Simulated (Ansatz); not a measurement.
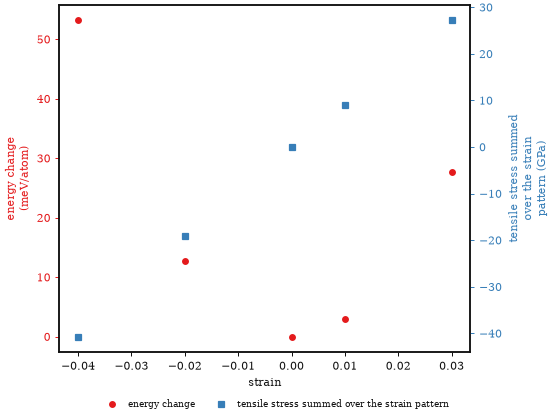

The picture above shows the energy change and tensile stress summed over the strain pattern against strain for TaN, space group P-6m2 (No. 187).

The given structure:
```xyz
2
Lattice="2.9380 0.0000 0.0000 -1.4690 2.5444 0.0000 0.0000 0.0000 2.8830" Properties=species:S:1:pos:R:3 pbc="T T T"
Ta    0.0000    1.6963    1.4415
N     0.0000    0.0000    0.0000
```

Computed with Ansatz 0.2.0: homogeneous strain of a crystal along one Voigt pattern with engineering shear, fractional coordinates fixed, by plane-wave density functional theory with PAW datasets, free energies less that of the undisturbed cell; scalar-relativistic. Level: PBE, no spin polarisation.

- wave cutoff: 420 eV
- k mesh: 18×18×16
- occupations: Gaussian
- smearing width: 0.15 eV
- k shift: (0, 0, 0) (mesh steps)
- start: as given
- strain pattern: (1, -1, 0, 0, 0, 0) (xx yy zz yz xz xy with engineering shear)

Question: Is the starting structure at a minimum along this coordinate?

Answer: Yes: the energy rises on both sides of the starting structure, which is therefore a minimum along this path.

Question: Read off the course of the tensile stress summed over the strain pattern.

Answer: It rises from −40.7 GPa at strain −0.04 to 27.2 GPa at 0.03, and changes sign near 0.00.

Caveats: reference crystal is not relaxed.

The computed values:

```
strain  energy change (meV/atom)  tensile stress summed over the strain pattern (GPa)
 -0.04                     53.15                                                -40.7
 -0.02                     12.64                                                -19.1
  0.00                      0.00                                                  0.0
  0.01                      3.03                                                  9.0
  0.03                     27.63                                                 27.2
```
